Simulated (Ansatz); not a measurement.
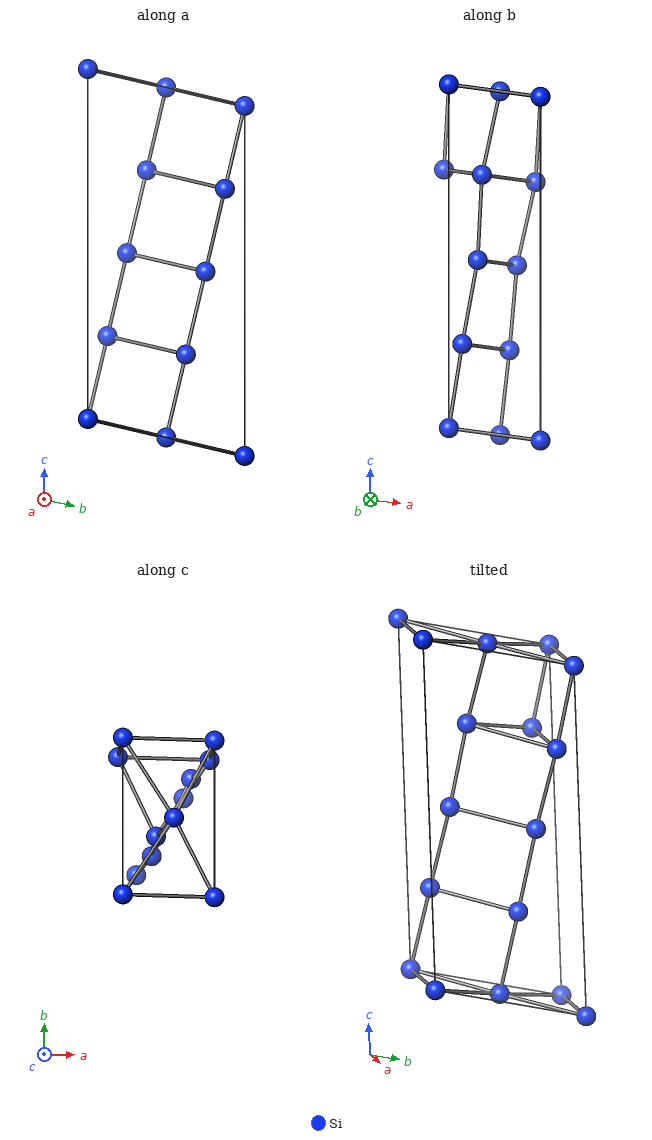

Crystal structure, ball-and-stick style, seen along the a axis, along the b axis, along the c axis and slightly off an axis. Lines trace the edges of the unit cell.

Lattice parameters: a = 2.663 Å, b = 4.638 Å, c = 10.170 Å, α = 103.16°, β = 97.50°, γ = 90.06°. Put a along x and b in the xy plane.

Reconstruct the structure as a POSCAR file, with free fractional coordinates to two decimals.

```
Si
1.0
     2.663    0.000    0.000
    -0.005    4.638    0.000
    -1.327   -2.317    9.813
Si
8
Direct
  0.00 0.00 0.00
  0.36 0.38 0.75
  0.95 0.87 0.75
  0.56 0.50 0.00
  0.15 0.13 0.25
  0.31 0.25 0.50
  0.74 0.75 0.50
  0.66 0.63 0.25
```

The structure was taken from a structure type filled with this element by a generator (whether the element takes this form wasn't checked). The structure drawn was relaxed with DFT PBE, scalar-relativistic, plane waves, PAW in Ansatz 0.2.0.
